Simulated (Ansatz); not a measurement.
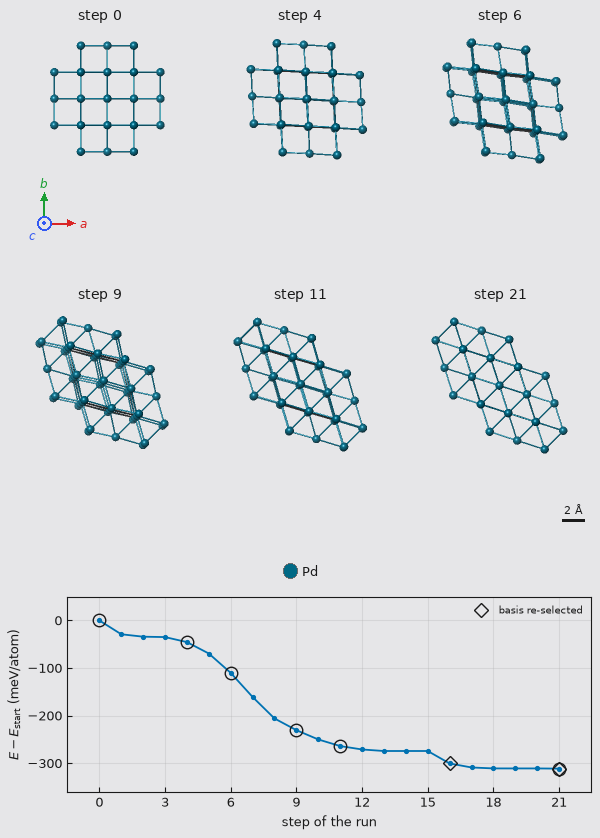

Frames of a relaxation of a crystal of Pd (a generated structure, set up in I4_1/amd), marked on the history of the run. The picture is a ball-and-stick view of the conventional cell (2 times the calculation's cell), seen along the c axis. Lengths and directions refer to the drawn axes.

Phase: beta-Sn type.

Level of theory: DFT, r2SCAN, plane waves (500 eV) with PAW, scalar-relativistic (Ansatz). Settings: plane-wave cutoff 500 eV; k-point mesh 13 × 13 × 9; occupations fermi dirac; smearing width 0.1 eV; no spin polarisation; cell and atoms relaxed; force threshold 0.01 eV/Å; at most 60 steps.

### What happens along the run?

No atom moves by more than 0.005 Å relative to the cell. The drawn cell changes as follows: a = b 4.837 → 5.269 Å (+8.9 %), c 2.641 → 2.694 Å (+2.0 %), α 90.0° → 90.1°, β 90.0° → 90.1°, γ 90.0° → 125.7°; the volume changes by −1.7 %. Among the contacts that change: Pd–Pd 3.666 → 2.750 Å, Pd–Pd 2.507 → 2.719 Å, Pd–Pd 2.641 → 2.694 Å. New bonds form: Pd–Pd (3.67 → 2.75 Å), Pd–Pd (3.67 → 2.76 Å). Among the angles between lasting bonds that change: Pd–Pd–Pd 94.0° → 127.5°, Pd–Pd–Pd 94.0° → 61.0°. The space group (tolerance 0.01 Å) goes from I4_1/amd (No. 141) to C2/c (No. 15). After 19 accepted moves (21 points after the start) the energy has fallen by 311 meV per atom. Largest force component: 0.00011 eV/Å at the start, 0.00017 eV/Å at the end. The pressure goes from 11.39 to 0.01 GPa. At 2 points the geometry stayed and the basis and grid were re-selected for the new cell (energy shift of 26.1 meV per atom at most each time). From step 0 to 4: volume +5.9 %, energy −45.5 meV per atom. From step 4 to 6: Pd atoms move most (0.02 Å), volume −2.3 %, energy −64.6 meV per atom. From step 6 to 9: volume −4.6 %, energy −120 meV per atom. From step 9 to 11: Pd atoms move most (0.03 Å), volume −1.2 %, energy −33.4 meV per atom. From step 11 to 21: volume +0.8 %, energy −47.4 meV per atom.

| step | E − E(0), meV/atom | largest force component, eV/Å | pressure, GPa | volume, Å³/atom | note |
| --- | --- | --- | --- | --- | --- |
| 0 | 0.00 | 0.0001 | 11.39 | 15.449 |  |
| 1 | -29.00 | 0.0003 | -3.36 | 16.849 |  |
| 2 | -34.11 | 0.0003 | -0.51 | 16.509 |  |
| 3 | -34.91 | 0.0011 | -0.17 | 16.467 |  |
| 4 | -45.47 | 0.0071 | 0.20 | 16.359 |  |
| 5 | -69.44 | 0.0035 | 0.29 | 16.209 |  |
| 6 | -110.11 | 0.0040 | 0.57 | 15.977 |  |
| 7 | -160.73 | 0.0251 | 1.07 | 15.700 |  |
| 8 | -205.88 | 0.0103 | 1.97 | 15.401 |  |
| 9 | -230.45 | 0.0073 | 1.47 | 15.247 |  |
| 10 | -249.96 | 0.0504 | 0.74 | 15.133 |  |
| 11 | -263.87 | 0.0537 | -0.31 | 15.057 |  |
| 12 | -271.02 | 0.0495 | 1.11 | 14.885 |  |
| 13 | -274.23 | 0.0002 | 0.28 | 14.992 |  |
| 14 | -274.23 | 0.0002 | -0.06 | 15.013 |  |
| 15 | -274.23 | 0.0001 | 0.00 | 15.008 |  |
| 16 | -300.36 | 0.0001 | 2.32 | 15.008 | same geometry, new basis |
| 17 | -308.84 | 0.0036 | 1.02 | 15.095 |  |
| 18 | -310.80 | 0.0010 | -0.09 | 15.187 |  |
| 19 | -310.84 | 0.0005 | 0.05 | 15.176 |  |
| 20 | -310.84 | 0.0002 | 0.00 | 15.180 |  |
| 21 | -311.25 | 0.0002 | 0.01 | 15.180 | same geometry, new basis |
